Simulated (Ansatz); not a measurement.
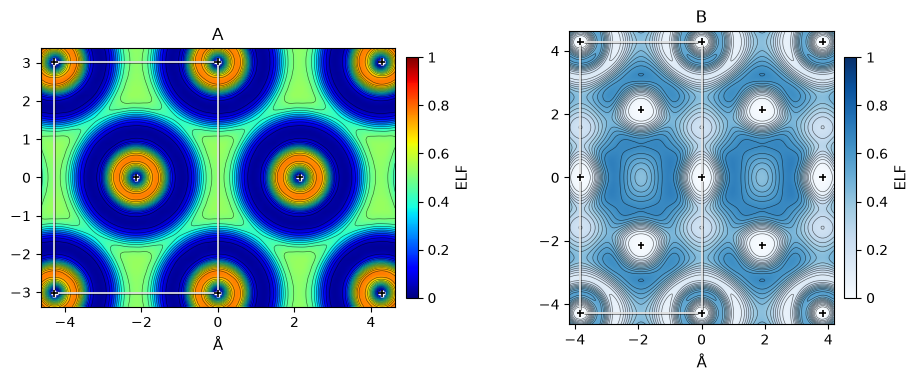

The ELF of 2 systems, each on a plane through atoms (crosses mark nuclei in the plane).

All numbers below come from Ansatz 0.2.0, Kohn-Sham DFT of a periodic cell, PBE, JTH PAW.

System 1: TiAl3, the (100) plane of the conventional cell. Space group I4/mmm; a structure from a database of computed crystals, not necessarily the ambient phase; computed pressure about 2 GPa in this cell.

```
Ti Al
1.0
     3.82221    0.00000    0.00000
     0.00000    3.82221    0.00000
     0.00000    0.00000    8.56134
Ti Al
2 6
Direct
  0.00000 0.00000 0.00000
  0.50000 0.50000 0.50000
  0.50000 0.00000 0.25000
  0.00000 0.50000 0.75000
  0.00000 0.50000 0.25000
  0.50000 0.00000 0.75000
  0.00000 0.00000 0.50000
  0.50000 0.50000 0.00000
```

System 2: Na, the (011̄) plane of the conventional cell. Space group Im-3m.

```cif
data_structure
_symmetry_space_group_name_H-M 'P 1'
_symmetry_Int_Tables_number 1
_cell_length_a 4.2820
_cell_length_b 4.2820
_cell_length_c 4.2820
_cell_angle_alpha 90.000
_cell_angle_beta 90.000
_cell_angle_gamma 90.000
_cell_volume 78.51
loop_
_atom_site_label
_atom_site_type_symbol
_atom_site_fract_x
_atom_site_fract_y
_atom_site_fract_z
_atom_site_occupancy
Na1 Na 0.00000 0.00000 0.00000 1
Na2 Na 0.50000 0.50000 0.50000 1
```

Question: Which map belongs to which system?

Answer: Panel A is system 2, Na: the plane holds Na. Na–Na (3.71 Å): the ELF is about 0.40 at the midpoint. Panel B is system 1, TiAl3: the plane holds Ti and Al. Ti–Al (2.87 Å): the ELF is about 0.40 at the midpoint.
